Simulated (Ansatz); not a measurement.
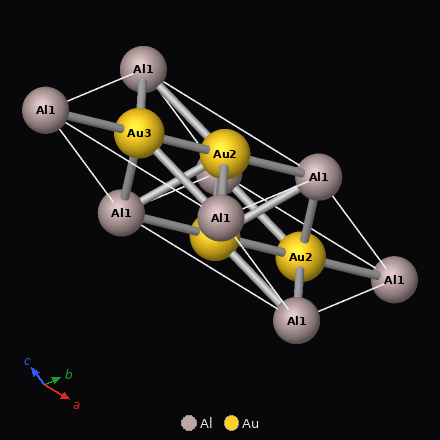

The system is AlAu₂ (I4/mmm, No. 139; 3 atoms in the cell); the picture shows the reference structure. The energy is mapped over a free internal coordinate and the cell. Coordinates scanned: (1) shift of Au2 along [0 0 1] of the conventional cell, Cartesian (0 0 1), its symmetry partners moved as symmetry demands (measured in the relaxed cell); (2) c/a of the conventional cell at fixed volume. Nothing is relaxed (all other coordinates fixed). Grid: 7 × 7 points. Points are written as (first, second). All energies are given in meV/atom relative to the lowest grid point. Level of theory: Ansatz 0.2.0, DFT LDA, scalar-relativistic, plane waves, PAW. Settings: cutoff 420 eV, k-mesh 16×16×16, gaussian smearing 0.15 eV, no spin polarisation.

Its coordinates:

```xyz
3
Lattice="-1.6523 1.6523 4.3287 1.6523 -1.6523 4.3287 1.6523 1.6523 -4.3287" Properties=species:S:1:pos:R:3 pbc="T T T"
Al    0.0000    0.0000    0.0000
Au    0.0000    0.0000    5.6883
Au    0.0000    0.0000    2.9691
```

Range: shift of Au2 along [0 0 1] of the conventional cell, Cartesian (0 0 1), its symmetry partners moved as symmetry demands (measured in the relaxed cell) from −0.15 to 0.15 Å; c/a of the conventional cell at fixed volume from 2.41 to 2.83.

Question: Predict the map.

Answer: The lowest grid point is at (0.00 Å, 2.62). It is the only kind of minimum in the scanned range. The highest grid point, (−0.15 Å, 2.41), lies 394 meV/atom above the lowest.

```csv
"second ↓, first →",−0.15,−0.10,−0.05,0.00,0.05,0.10,0.15
2.83,112,42,14,19,49,102,177
2.76,127,45,10,9,35,85,156
2.69,152,56,10,2,23,69,134
2.62,189,75,17,0,15,54,113
2.55,240,104,31,3,9,41,93
2.48,307,145,54,12,8,31,76
2.41,394,201,87,29,12,25,62
```

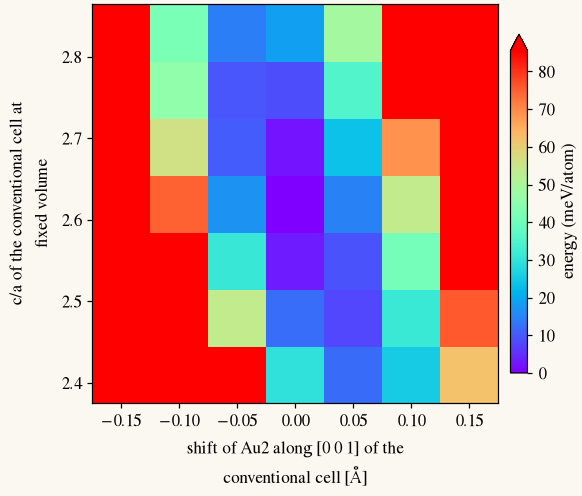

In the figure: one coloured cell a grid point, one colour for all values above the top of the scale.

Each point was launched as `ansatz run input.yaml --threads 2 --pin off --max-ram 4096MiB --backend cpu --events-out ev --progress --plain --runs-dir out`. Time for the 49 points that were run: 8.4 min on 2 threads of Arm Neoverse V1 (shared host).
